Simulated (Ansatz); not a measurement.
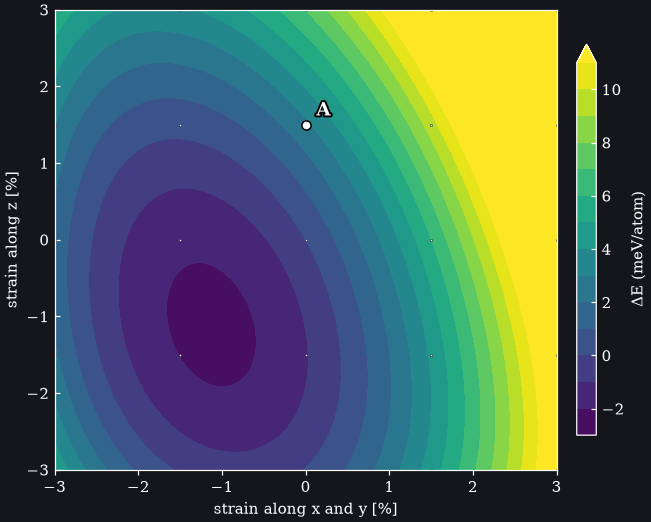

NaF (Fm-3m, No. 225; 2 atoms in the cell). 
- The cell is strained homogeneously, by one strain along x and y and another along z, with fractional coordinates fixed (x, y and z along the cube axes).
- Coordinates scanned: (1) strain along x and y; (2) strain along z.
- The scan uses a 5 × 5 grid.
- Points are written as (first, second).
- Energies are in meV/atom, from the unstrained cell.
- The reference cell is the one listed in the database, not relaxed at this level.
- Level of theory: DFT r2SCAN, scalar-relativistic, plane waves, PAW in Ansatz. Settings: cutoff 500 eV, k-mesh 8×8×8, gaussian smearing 0.05 eV, no spin polarisation.

The picture shows filled contours, dots at the grid points, one colour for all values above the top of the scale, the point A. Between grid points the surface is interpolated.

Question: Which way does the force act at A, and how strong is it?

Answer: A, at (0.0 %, 1.5 %), is not a stationary point. The computed force is 3.2 meV/atom for each 1 % towards smaller values of strain along x and y and 2.4 meV/atom for each 1 % towards smaller values of strain along z.
